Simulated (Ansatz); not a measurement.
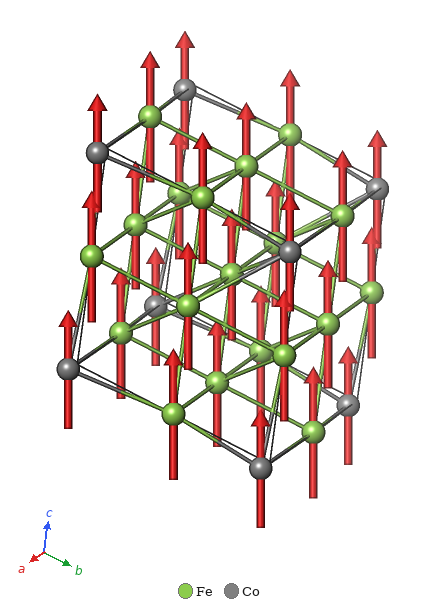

Drawn in the ball-and-stick manner and seen slightly off an axis. Atoms at the boundary of the simulation cell (the box) are drawn once for each face, edge or corner they touch. Arrows are the site magnetic moments above 0.25 μB; longer means larger, and red and blue are up and down (without spin-orbit coupling the axis itself is arbitrary).

This is the state reached for Fe$_{7}$Co. All computed values are from DFT PBEsol, scalar-relativistic, plane waves, PAW in Ansatz. Settings: wavefunction cutoff 420 eV, a 10×10×10 sampling of the Brillouin zone, Gaussian smearing of 0.15 eV, collinear spins.

### What do the arrows say about the order?

Ferromagnetic (within this cell). Site moments: 7 Fe +2.2 to +2.3 μB and 1 Co +1.8 μB. The net spin moment of the whole cell is 17.4 μB.

Starting structure: a structure listed in the Materials Project. The cell was then strained or its atoms displaced on purpose. It went into a calculation with Ansatz.

At this level of theory the run's own cell isn't at rest (forces up to 2.7 eV/Å), so its distances can differ from those at equilibrium, the more so the softer the solid, and its magnetic state may change on relaxation.
